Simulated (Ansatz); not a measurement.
Start from this file.

```cif
data_structure
_symmetry_space_group_name_H-M 'P 1'
_symmetry_Int_Tables_number 1
_cell_length_a 6.3274
_cell_length_b 7.1747
_cell_length_c 26.4433
_cell_angle_alpha 90.000
_cell_angle_beta 90.000
_cell_angle_gamma 90.000
_cell_volume 1200.46
loop_
_atom_site_label
_atom_site_type_symbol
_atom_site_symmetry_multiplicity
_atom_site_Wyckoff_symbol
_atom_site_fract_x
_atom_site_fract_y
_atom_site_fract_z
_atom_site_occupancy
O1 O 1 a 0.47325 0.75000 0.58821 1
O2 O 1 a 0.47325 0.25000 0.58821 1
O3 O 1 a 0.04459 0.00000 0.57646 1
O4 O 1 a 0.04459 0.50000 0.57646 1
Hf1 Hf 1 a 0.17856 0.75000 0.55439 1
Hf2 Hf 1 a 0.17856 0.25000 0.55439 1
Hf3 Hf 1 a 0.67856 0.00000 0.55439 1
Hf4 Hf 1 a 0.67856 0.50000 0.55439 1
O5 O 1 a 0.81253 0.75000 0.53233 1
O6 O 1 a 0.81253 0.25000 0.53233 1
O7 O 1 a 0.38387 0.00000 0.52058 1
O8 O 1 a 0.38387 0.50000 0.52058 1
O9 O 1 a 0.15906 0.75121 0.47807 1
O10 O 1 a 0.15168 0.25155 0.47702 1
O11 O 1 a 0.72398 0.00005 0.47176 1
O12 O 1 a 0.72470 0.49843 0.47154 1
Hf5 Hf 1 a 0.86120 0.74801 0.44728 1
Hf6 Hf 1 a 0.85196 0.24704 0.44740 1
Hf7 Hf 1 a 0.34343 0.99885 0.44374 1
Hf8 Hf 1 a 0.34396 0.50197 0.44374 1
O13 O 1 a 0.50220 0.75022 0.41995 1
O14 O 1 a 0.49478 0.24979 0.42117 1
O15 O 1 a 0.04431 0.99373 0.41202 1
O16 O 1 a 0.04564 0.51339 0.41179 1
```

> Before looking at a picture, describe the arrangement of atoms.

Formula: HfO$_{2}$. The cell holds 24 atoms (8 Hf, 16 O), Z = 8. The coordination shell of Hf holds seven O at 2.02 to 2.52 Å. Not all metal-metal contacts are counted. The bonds build HfO2 layers parallel to (001).

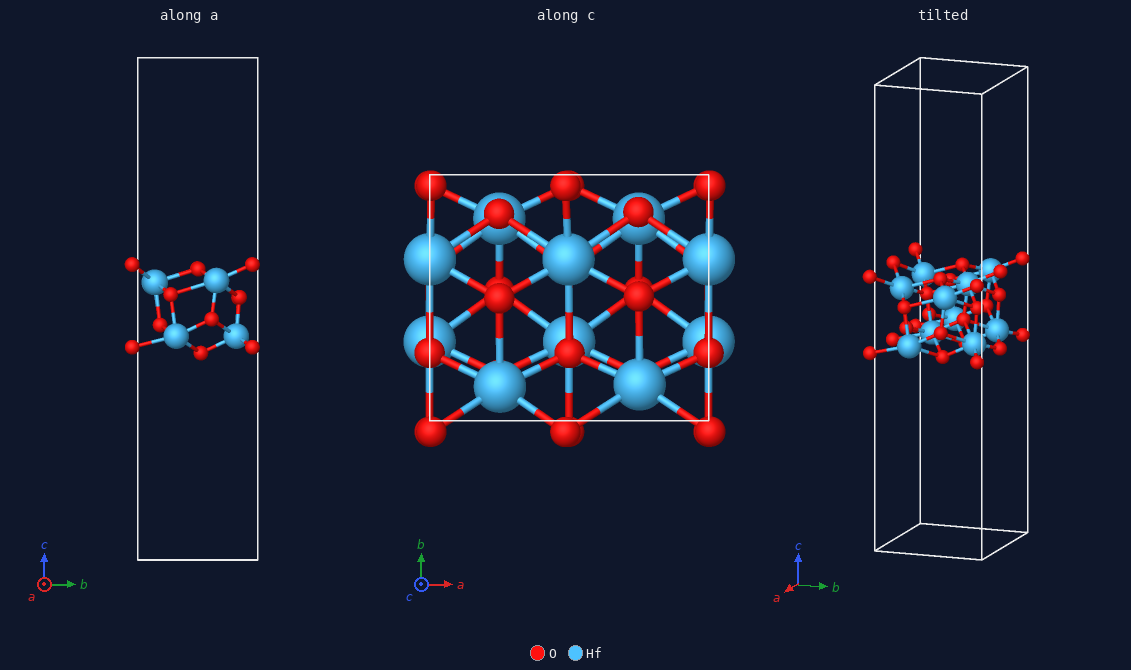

This ball-and-stick model is shown along the a axis, along the c axis and slightly off an axis. The wireframe shows the simulation cell.

Starting structure: a structure listed in the Materials Project, from which a slab was cut and an adsorbate added. Earlier steps of the study may have refined or changed the cell and positions. It went into a calculation with Ansatz.

At this level of theory the cell isn't at rest (forces up to 1.6 eV/Å), so its distances can differ from those at equilibrium, the more so the softer the solid.
